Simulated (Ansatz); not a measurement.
Read the following structure.

```
CELL_PARAMETERS angstrom
3.15972 0.00000 0.00000
-1.57986 2.73639 0.00000
0.00000 0.00000 32.30401
ATOMIC_POSITIONS crystal
S 0.66667 0.33333 0.45121
W 0.33333 0.66667 0.50000
S 0.66667 0.33333 0.54879
```

Give a crystallographic description of this input.

Answer. It has the composition WS2. Cell content 1 W, 2 S; Z = 1. The polyhedra are WS6 trigonal prisms; they share edges. Each S is bonded to three W in a trigonal pyramidal arrangement at 2.41 Å. W is linked to six S in a trigonal prismatic arrangement at 2.41 Å. Not all metal-metal contacts are counted. The bonds build WS2 layers parallel to (001).

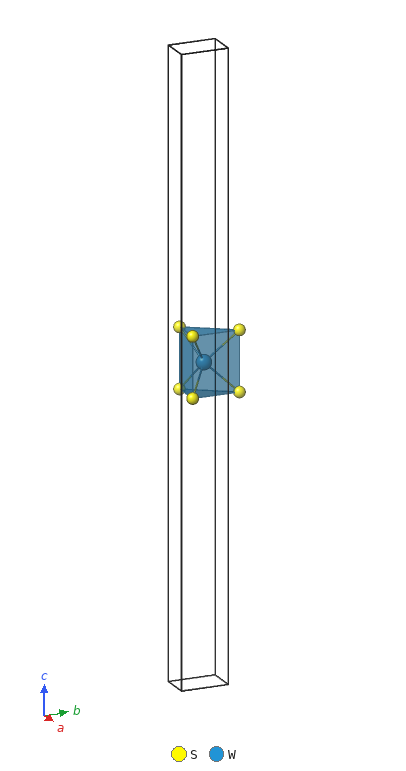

Shown here is a polyhedral view of the crystal, taken slightly off an axis. The edges of the simulation cell are marked. Some atoms of the next cells are drawn as well.

The model was built from a structure listed in the Materials Project, from which a slab or single sheet was cut. Earlier steps of the study may have refined or changed the cell and positions. A calculation with Ansatz used it as input.
